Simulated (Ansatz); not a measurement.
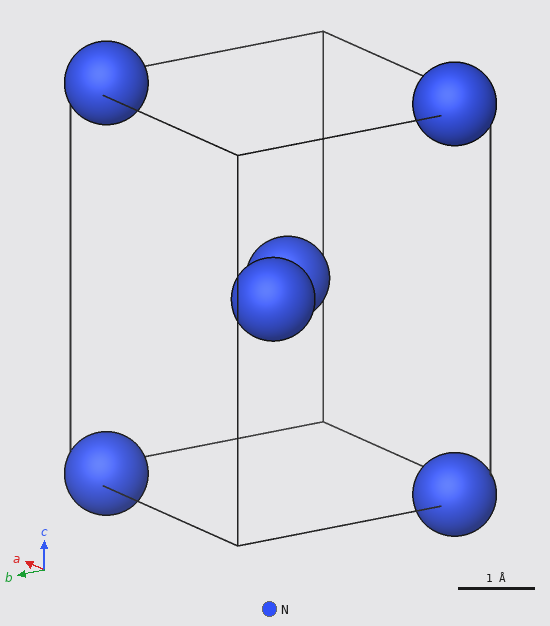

Shown here is a spheres-only view of the crystal, taken from a general direction. The conventional unit cell is drawn as a box.

N, space group P4_2/mnm (No. 136), a = 4.01 Å, b = 4.01 Å, c = 5.41 Å, α = 90.00°, β = 90.00°, γ = 90.00°.

Theory: Ansatz, DFT PBE, scalar-relativistic, plane waves, PAW. Numerical settings: an energy cutoff of 420 eV, 6×6×4 k-mesh, Gaussian smearing of 0.02 eV, no spin polarisation.

Q: What does the calculation say: metal or gapped?

A: An insulator at this level, with a gap of 8.55 eV on the k-mesh (the true edges may lie between mesh points, so the gap can be somewhat smaller).

Q: What is the pressure at this volume?

A: The computed pressure is 37.5 GPa (compressed: it would expand). The stress isn't hydrostatic: its largest component is 56.0 GPa.

Origin of the cell: a structure listed in the Materials Project. The cell was then strained or its atoms displaced on purpose. It went into a calculation with Ansatz.

At this level of theory the cell isn't at rest (compressed, at 37 GPa and forces up to 22.0 eV/Å), so its distances can differ from those at equilibrium, the more so the softer the solid.
